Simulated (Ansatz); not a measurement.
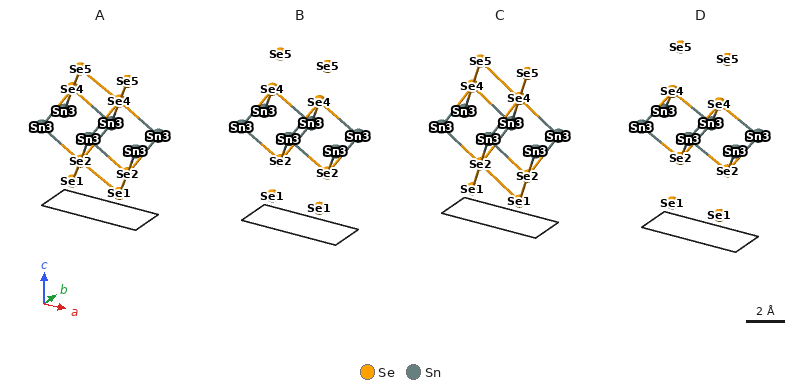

4 geometries from one relaxation of a slab of composition SnSe4 (cut from the P-3m1 phase), in shuffled order. Style: ball-and-stick. Shown: the 2 × 1 repeat of the cell, outlined in the plane, without the vacuum, slightly off an axis.

Case: (0 0 1) slab, atoms relaxed. The slab is the (0 0 1) face of SnSe2.

Computed with DFT PBEsol, scalar-relativistic, plane waves, PAW in Ansatz 0.2.0. Settings: plane-wave cutoff 420 eV; k-point mesh 9 × 9 × 1; occupations gaussian; smearing width 0.05 eV; no spin polarisation; dipole correction; atoms relaxed in a fixed cell; force threshold 0.02 eV/Å; at most 60 steps.

Q: Order the frames from highest to lowest energy.

A: D, B, C, A. They are steps 0, 2, 4, 8, at +2.031 eV per cell of the calculation, +1.453 eV per cell of the calculation, +0.439 eV per cell of the calculation relative to the last. The largest moves relative to the layer's centre, 1.21 Å, are those of Se1 and Se5. Se5 goes along the normal (−c). Sn stays in place. The cell doesn't change. Among the contacts that change: Se1–Se2 3.702 → 2.727 Å, Se2–Sn3 2.716 → 2.811 Å. New bonds form: Se1–Se2 (3.70 → 2.73 Å), Se4–Se5 (3.70 → 2.73 Å). Among the angles between lasting bonds that change: Sn3–Se2–Sn3 89.3° → 85.6°, Se2–Sn3–Se2 89.3° → 85.6°, Se2–Sn3–Se4 90.7° → 94.4°. Over 7 accepted moves (8 points after the start) the energy falls by 2.031 eV per cell of the calculation. The largest force component goes from 0.48 to 0.01 eV/Å. 1 step only repeated the SCF at the same geometry. The run took 60 s on 1 thread of Intel(R) Xeon(R) 6975P-C (Granite Rapids), on a shared host, peak memory 0.59 GiB.
